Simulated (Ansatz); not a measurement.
SnO$_{2}$: single-point calculation

SnO$_{2}$ (R-3m, 9 atoms in the cell), computed with DFT LDA+D3(BJ), scalar-relativistic, plane waves, PAW, PAW set soft_1, no spin polarisation (Ansatz 0.2.0).

The structure derives from a Materials Project entry. Figures and captions count atoms from 1; the log counts them from 0 in places.

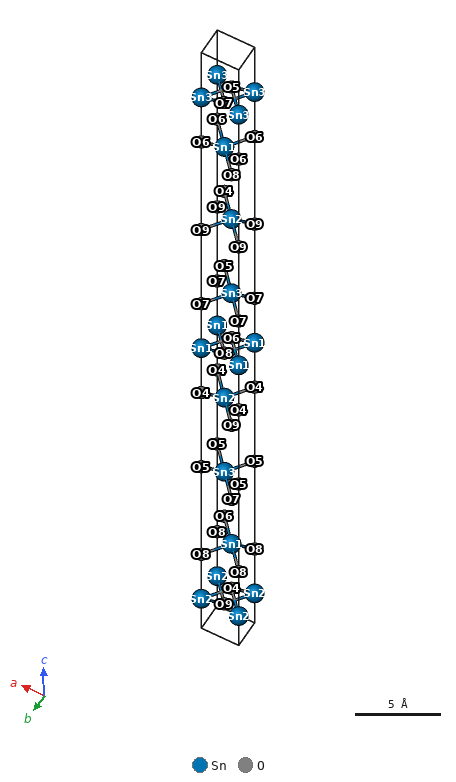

Figure 1. The input geometry (ball-and-stick view of the cell 3 times as large as that of the calculation, set on its symmetry axes, seen at an oblique angle; atoms are numbered from 1 in the order of the input). An atom can appear more than once, as a periodic image.

### Key numbers

```json
{"quantity": "outcome", "value": "converged"}
{"quantity": "space group (tolerance 0.01 Å)", "value": "R-3m (166)"}
{"quantity": "electrons treated", "value": "78"}
{"quantity": "free energy", "value": "−20970.8701 eV"}
{"quantity": "Fermi energy", "value": "9.112 eV"}
{"quantity": "gap on the k-point mesh", "value": "1.73 eV"}
{"quantity": "pressure", "value": "−1.24 GPa"}
{"quantity": "largest force (length of the vector)", "value": "0.436 eV/Å"}
{"quantity": "hardware", "value": "2 threads of Arm Neoverse V1, 24 GiB of memory available, shared host"}
{"quantity": "wall time", "value": "30 s (CPU time 59 s)"}
{"quantity": "peak memory", "value": "0.66 GiB"}
```

### Remarks

Notes on the run: the PAW datasets were made with another functional; the k-point mesh lowers the symmetry that the run can use; the dispersion correction has no parameters fitted for this combination and takes those fitted for PBE.

### Input
```yaml
crystal:
  lattice:
    - [-3.2158867152, 0.0, 0.0]
    - [-1.6079433576, -2.7850395911, 0.0]
    - [-1.6079433576, -0.9283465303, 12.5154283105]
  atoms:
    - { symbol: Sn, position: [0.5133220084, 0.5133220084, 0.4600339748] }
    - { symbol: Sn, position: [-0.0511114783, 0.9488885217, 0.1533344349] }
    - { symbol: Sn, position: [0.0777554951, 0.0777554951, 0.7667335146] }
    - { symbol: O, position: [0.5905287664, 0.5905287664, 0.2284137009] }
    - { symbol: O, position: [0.7193957398, 0.7193957398, 0.8418127805] }
    - { symbol: O, position: [0.1549622531, 0.1549622531, 0.5351132407] }
    - { symbol: O, position: [0.4361152505, 0.4361152505, 0.6916542486] }
    - { symbol: O, position: [0.8716817637, 0.8716817637, 0.3849547088] }
    - { symbol: O, position: [0.307248277, 0.307248277, 0.078255169] }
basis:
  ecutwfc: 520.0
kpoints:
  mp_grid: { grid: [10, 10, 3] }
hamiltonian:
  xc: lda
  pseudopotentials: { kind: paw, azcp: { folder: soft_1 } }
  dispersion: d3bj
scf:
  occupations: { method: gaussian, width: 0.05 }
output:
  forces: true
  stress: true
  eigenvalues: true
  write_density: true
  write_potential: true
  elf: true
  volumetric_format: npy
```

Launched with:
```bash
ansatz run input.yaml --threads 2 --pin off --max-ram 4096MiB --backend cpu --events-out ev --progress --plain --runs-dir out
```

### Output
```
Warning: [file] the record states the generating functional pbe (its physics header spells it `PBE`), which answers neither for hamiltonian.xc's functional nor for the lda family's — results may be inconsistent (PPs are generated against a specific XC)
Warning: [file] the record states the generating functional pbe (its physics header spells it `PBE`), which answers neither for hamiltonian.xc's functional nor for the lda family's — results may be inconsistent (PPs are generated against a specific XC)
Warning: crystal.symmetry: narrowed to the stabiliser of the k-point mesh — unitary ops 12 → 4; excluded 8 operations that carry a point of the 10×10×3 mesh (shift [0, 0, 0]) off the mesh (the run samples exactly the mesh kpoints.mp_grid names, as under crystal.symmetry.detect: false, and its converged state has the mesh's symmetry, not the crystal's; ε∞, the Born charges and the force constants of a linear response (`dielectric:` by the response, `phonons.method: dfpt`) are averaged over those of the crystal's operations that the state keeps within a tolerance, where `mesh_tensors`, `unaveraged_element` or `gamma_mean_max_change_ev_ang2` stands beside them; a row that `dielectric.field_direction` solves alone is averaged likewise, with nothing beside; a Γ-centred mesh of equal divisions is mapped onto itself by every operation and keeps the whole group, as does a half-shifted one under kpoints.further_shifts: images)
Warning: the engine holds no damping parameters fitted to this dispersion correction and functional, so the run takes those fitted to pbe (hamiltonian.dispersion, under Limitations)
Engine: ansatz 0.2.0, aarch64-unknown-linux-gnu
Pseudopotentials: kind: paw
Pseudopotential: Sn, paw, valence charge 14, recommended cutoff 420 eV (normal), [file]
Pseudopotential: O, paw, valence charge 6, recommended cutoff 420 eV (normal), [file]
Functional definition: SPW92
  exchange = slater_x
  correlation = pw_c
Crystal: 9 atoms, lattice volume = 112.093 Å³
Basis set: ecut = 520 eV, 2963 PW (Γ)
Bands: 48, of which v1, the nominal top of the filled ones, is band 39 counted from 1 (38 counted from 0)
Symmetry: 4 space group operations
k-points: 86 of 300
Non-local potential: Sn, projectors of the file, l = 0: 2, l = 1: 2, l = 2: 2, l = 3: 1
Non-local potential: O, projectors of the file, l = 0: 2, l = 1: 2, l = 2: 1
PAW form: soft (Blöchl's): semilocal exchange-correlation on the pseudo side does not see the compensation charge
PAW frozen core: Sn, regenerated for the run's functional, and the local potential with it (the file was generated under x = pbe(κ = 0.804, μ = 0.2195149727645171), c = pbe(β = 0.06672455060314922))
PAW frozen core: O, regenerated for the run's functional, and the local potential with it (the file was generated under x = pbe(κ = 0.804, μ = 0.2195149727645171), c = pbe(β = 0.06672455060314922))
PAW one-centre angular grid: Sn, 590 points (default); XC on 64 Gauss nodes
PAW one-centre angular grid: O, 110 points (default); XC on 64 Gauss nodes
Initial density: superposition of atomic densities (chi_scale 0.1, normalization cell, long waves kept (reshape's long-wave potential 0.10 eV rms))
Initial wavefunctions: pseudopotential atomic-orbital guess
Functional: x = slater, c = lda
SCF iter   1: F=—  HF=-20972.022093 eV  |F-HF|=—  |Δ(HF+E_count)|=         —  Δρ=6.33e-2  dr2=3.72e0  ethr=3.10e-3  ⟨swp⟩=6.6  Hψ=17466  notcnv=0  defer=5
preconditioner: auto → Resta (q_TF=auto, 2.568 Å⁻¹)  ε∞=3.5  [insulator: Δε(μ)=2.133 eV  Ē_g=19.482 eV  σ=0.050 eV  W_gap=1.00  n_scr=40 (ndim 8)  ℏωp=31.0 eV  f_vac=0.063  D(μ)=0.00/eV (n_scr^D=0)  ε∞_Penn≈3.5]
SCF iter   2: F=—  HF=-20971.133749 eV  |F-HF|=—  |Δ(HF+E_count)|=   8.88e-1  Δρ=3.21e-2  dr2=8.20e-1  ethr=3.10e-3  ⟨swp⟩=3.0  Hψ=8594  notcnv=0  defer=277
SCF iter   3: F=—  HF=-20970.899856 eV  |F-HF|=—  |Δ(HF+E_count)|=   2.34e-1  Δρ=9.62e-3  dr2=1.21e-1  ethr=1.05e-3  ⟨swp⟩=3.2  Hψ=7529  notcnv=0  defer=277
SCF iter   4: F=—  HF=-20970.869466 eV  |F-HF|=—  |Δ(HF+E_count)|=   3.04e-2  Δρ=2.90e-3  dr2=8.60e-3  ethr=1.56e-4  ⟨swp⟩=2.0  Hψ=5922  notcnv=0  defer=277
SCF iter   5: F=—  HF=-20970.870165 eV  |F-HF|=—  |Δ(HF+E_count)|=   6.99e-4  Δρ=1.89e-3  dr2=3.71e-3  ethr=1.10e-5  ⟨swp⟩=2.0  Hψ=5867  notcnv=0  defer=277
SCF iter   6: F=—  HF=-20970.869945 eV  |F-HF|=—  |Δ(HF+E_count)|=   2.20e-4  Δρ=5.78e-4  dr2=3.42e-4  ethr=4.75e-6  ⟨swp⟩=2.0  Hψ=5042  notcnv=0  defer=277
SCF iter   7: F=—  HF=-20970.870056 eV  |F-HF|=—  |Δ(HF+E_count)|=   1.11e-4  Δρ=1.08e-4  dr2=1.23e-5  ethr=4.39e-7  ⟨swp⟩=2.0  Hψ=5081  notcnv=0  defer=277
SCF iter   8: F=—  HF=-20970.870064 eV  |F-HF|=—  |Δ(HF+E_count)|=   8.15e-6  Δρ=6.24e-5  dr2=3.18e-6  ethr=1.58e-8  ⟨swp⟩=2.0  Hψ=6069  notcnv=0  defer=277
SCF iter   9: F=—  HF=-20970.870064 eV  |F-HF|=—  |Δ(HF+E_count)|=   4.25e-7  Δρ=1.19e-5  dr2=1.30e-7  ethr=4.08e-9  ⟨swp⟩=2.0  Hψ=5762  notcnv=0  defer=277
SCF iter  10: F=-20970.870064 eV  HF=-20970.870064 eV  |F-HF|=3.04e-9  |Δ(HF+E_count)|=   4.18e-8  Δρ=2.97e-6  dr2=1.06e-8  ethr=1.28e-10  ⟨swp⟩=18.3  Hψ=32524  notcnv=0
SCF 1 converged in 10 iterations: F = -20970.870064 eV  dr2 = 1.06e-8
  greatest PAW one-centre occupation: 0.997 electrons in one spin orbital (limit 2), on the Sn atom at site 0 (counted from 0), in its partial waves of l = 2
```

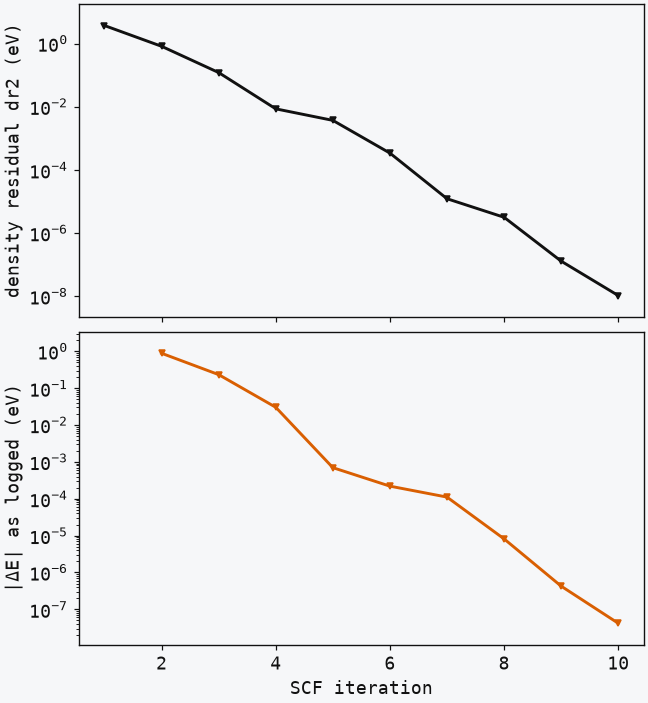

Figure 2. Convergence of the self-consistent field: density residual dr2 and size of the energy change against the SCF iteration. The residual falls at every step.

```
SCF converged after 10 iterations
Free energy (F): -20970.870064 eV
Harris-Foulkes:  -20970.870064 eV  (|F-HF|=3.04e-9)
Internal energy: -20970.870064 eV  (E = F + TS)
E sigma→0 (E₀):  -20970.870064 eV
Fermi energy:    9.112068 eV
--- Per-component energies (eV) ---
  E_band       = -247.323729
  E_kinetic    = 1524.854318
  E_local      = -6001.765331  (includes V_loc(G=0)·N_el)
  E_nonlocal   = 777.410338
  E_hartree    = 2748.780192
  E_xc         = -796.279354
  E_vxc        = -786.266283  (∫ρ·V_xc dr)
  E_paw        = -13598.816184  (= ΣΔE_a)
  E_vpaw       = -1259.118793  (= ΣTr[D̂ρ^β])
  E_aug_tail   = 0.001548  (compensation charges beyond the density's cutoff)
  E_ewald      = -5625.002295
  E_disp       = -1.909496  (pairwise vdW)
  E_core_change = 1.856202  (= ΣΔE_core)
  E_smearing   = -0.000000  (= −TS)
  E_closure    = -0.000000  (closes the sum)
  Σ components = -20970.870064   (vs F -20970.870064, Δ=0.00e0)
--- Forces (eV/Å), atoms counted from 1 ---
  atom   1  Sn     0.00000000     0.00000000     0.00000000
  atom   2  Sn     0.00000004     0.00000002     0.22277340
  atom   3  Sn    -0.00000004    -0.00000002    -0.22277340
  atom   4  O     -0.00000020    -0.00000012     0.00356297
  atom   5  O     -0.00000016    -0.00000009     0.43556048
  atom   6  O      0.00000009     0.00000005     0.00038302
  atom   7  O      0.00000020     0.00000012    -0.00356297
  atom   8  O     -0.00000009    -0.00000005    -0.00038302
  atom   9  O      0.00000016     0.00000009    -0.43556048
  max |Σ_I F_I| component: 0.00e0 eV/Å
--- Stress (GPa, compression-positive) ---
       -1.810659      -0.000005      -0.000011
       -0.000005      -1.810653      -0.000006
       -0.000011      -0.000006      -0.111124
  P = ⅓ Tr σ = -1.2441 GPa (-12.441 kbar)
--- Band table (eV; the first three rows and the last of 86) ---
  k-point 0: bands = ["-11.9666", "-11.9443", "-11.9440", "-11.6247", "-11.6247", "-11.6032", "-11.6032", "-11.6031", "-11.6031", "-11.3674", "-11.3674", "-11.3511", "-11.3511", "-11.3509", "-11.3509", "-10.1999", "-9.9093", "-9.6544", "-8.2396", "-7.9126", "-7.6187", "4.1336", "4.5026", "4.6255", "6.2914", "6.2914", "6.3327", "6.4611", "6.4611", "6.6657", "6.6657", "6.8237", "6.9020", "6.9020", "7.0586", "7.0586", "7.1141", "7.1141", "8.1890", "9.9767", "11.3714", "11.9855", "13.6701", "13.9465", "14.4197", "18.7732", "18.7732", "18.9530"]
  k-point 1: bands = ["-11.9665", "-11.9455", "-11.9430", "-11.6247", "-11.6247", "-11.6033", "-11.6033", "-11.6031", "-11.6031", "-11.3674", "-11.3674", "-11.3510", "-11.3510", "-11.3509", "-11.3509", "-10.1937", "-9.9307", "-9.6351", "-8.2651", "-7.8748", "-7.6352", "4.1519", "4.3895", "4.7563", "6.1224", "6.2903", "6.2903", "6.4658", "6.4658", "6.6575", "6.6575", "6.9129", "6.9129", "7.0471", "7.0471", "7.1193", "7.1193", "7.1740", "7.9222", "10.2696", "11.0043", "12.1636", "13.6520", "14.0081", "14.3598", "18.7672", "18.7672", "18.9549"]
  k-point 2: bands = ["-11.9133", "-11.8905", "-11.8888", "-11.7151", "-11.6933", "-11.6920", "-11.6008", "-11.5796", "-11.5794", "-11.3910", "-11.3736", "-11.3732", "-11.3684", "-11.3516", "-11.3515", "-10.1347", "-9.8431", "-9.5964", "-8.0593", "-7.7455", "-7.4644", "4.0493", "4.1844", "4.2595", "5.5434", "5.8378", "5.9824", "6.1370", "6.1839", "6.2444", "6.3537", "6.7001", "6.9559", "7.0267", "7.1916", "7.2516", "7.3081", "7.5846", "8.2355", "10.6642", "11.7147", "12.2087", "14.0575", "14.2316", "14.7223", "17.9267", "18.6229", "18.8016"]
  k-point 85: bands = ["-12.5324", "-12.5051", "-12.5036", "-11.5399", "-11.5221", "-11.5217", "-11.4949", "-11.4775", "-11.4760", "-11.3266", "-11.3147", "-11.3117", "-11.2454", "-11.2239", "-11.2239", "-8.8491", "-8.7468", "-8.6972", "-6.8114", "-6.6255", "-6.5089", "0.9625", "1.3467", "1.7125", "3.0492", "3.4968", "3.7635", "4.3354", "4.5655", "4.7924", "6.2286", "6.7345", "7.0988", "7.2094", "7.3258", "7.5554", "7.7414", "7.7927", "8.2191", "13.1604", "13.5488", "13.8687", "15.2007", "15.6937", "16.1399", "18.1212", "18.5168", "19.0076"]
```

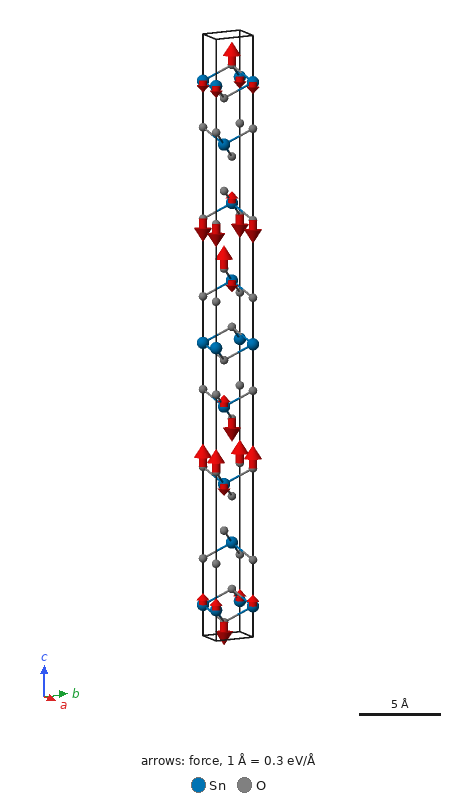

Figure 3. Forces on the atoms as red arrows (ball-and-stick view of the cell 3 times as large as that of the calculation, set on its symmetry axes, seen slightly off an axis); the smallest are left out. The largest act on O5, O9 (0.44 eV/Å); Sn2, Sn3 (0.22 eV/Å). Atoms are counted from 1 in the order of the input and aren't labelled in the picture. The geometry is not a stationary point of this energy.

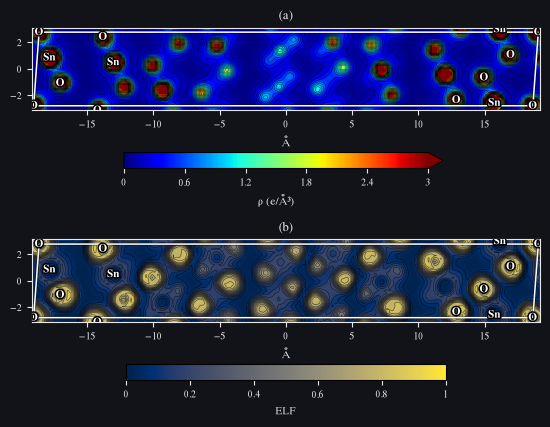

Figure 4. (a) valence pseudo-density; (b) ELF on the (111) plane of the conventional cell. The section cuts through Sn and O sites. Sn–O (2.08 Å): the density is about 0.63 e/Å³ at the midpoint; the ELF is about 0.30 at the midpoint. Away from the nuclei the density in this plane falls to 0.008 e/Å³ at its lowest. The fields are those of the smooth PAW valence density.

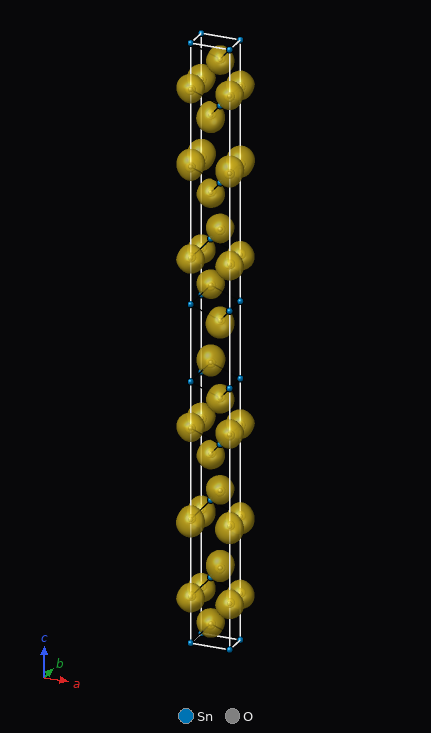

Figure 5. Isosurface of the ELF at 0.65 (yellow), seen slightly off an axis. Core shells and regions of very low density are left out. Sticks mark near contacts. The outline is the cell set on symmetry axes. Profiles from the grid: Sn–O (2.08 Å): the ELF is about 0.30 at the midpoint.
